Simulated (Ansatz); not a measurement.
## Electronic structure of Lu in real space

```xyz
3
Lattice="5.2969 0.0000 0.0000 -2.6485 4.5873 0.0000 0.0000 0.0000 3.3141" Properties=species:S:1:pos:R:3 pbc="T T T"
Lu    0.0000    0.0000    0.0000
Lu    0.0000    3.0582    1.6571
Lu    2.6485    1.5291    1.6571
```

Space group P6/mmm; set up as Lu, omega (AlB2-type); a generated structure, not necessarily the stable one; changed on purpose from its base cell (volume × 0.88); computed pressure about 6 GPa in this cell; computed without spin polarisation.

The calculation used DFT, RPBE, plane waves (420 eV) with PAW, scalar-relativistic in Ansatz 0.2.0.

The density is the valence pseudo-density of a PAW calculation; it isn't the true density close to the nuclei.

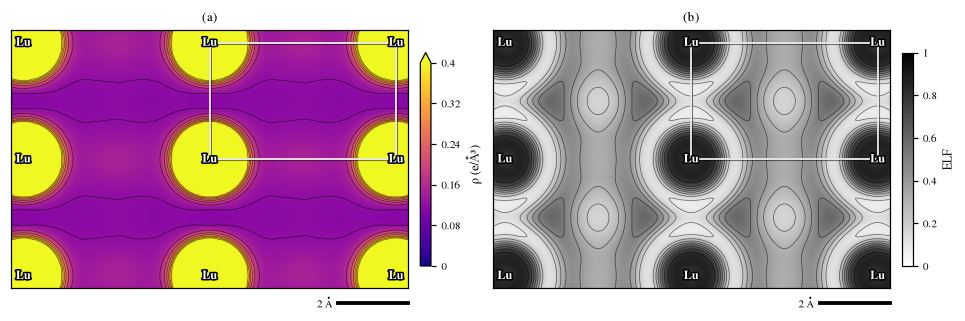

Figure 1. (a) valence pseudo-density; (b) electron localisation function on the (100) plane of the conventional cell.

What does the map show?

Answer.
- The plane passes through Lu nuclei.
- Lu–Lu (3.31 Å): ρ at the midpoint is about 0.11 e/Å³; the ELF is about 0.10 at the midpoint (no localised pair shows between them).
- Between the atoms the lowest density in this plane is 0.11 e/Å³.
- The features right at Lu lie inside the PAW spheres, where the map follows smoothed inner orbitals and isn't to be read closely.

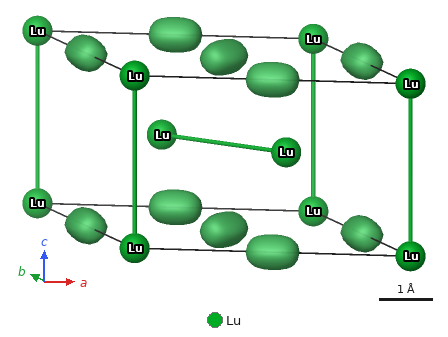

Figure 2. Isosurface of the ELF at 0.7 (green), seen slightly off an axis. Only the valence region is drawn (cores and ρ < 0.01 e/Å³ removed). Sticks mark near contacts.

Identify the bonds, lone pairs and shells in this picture.

Answer. The surface consists of three pockets between the atoms, centred on no nucleus (multi-centre or interstitial), counted in one cell of 3 atoms. Regions shared between cells count once. There are no localised bonds or lone pairs at this value. Along the contacts the grid gives the following. Lu–Lu (3.06 Å): the ELF is about 0.10 at the midpoint: no shared electron pair shows on this line.

Metal or insulator at this level of theory?

Answer. It is gapless in this calculation (a metal or semimetal).
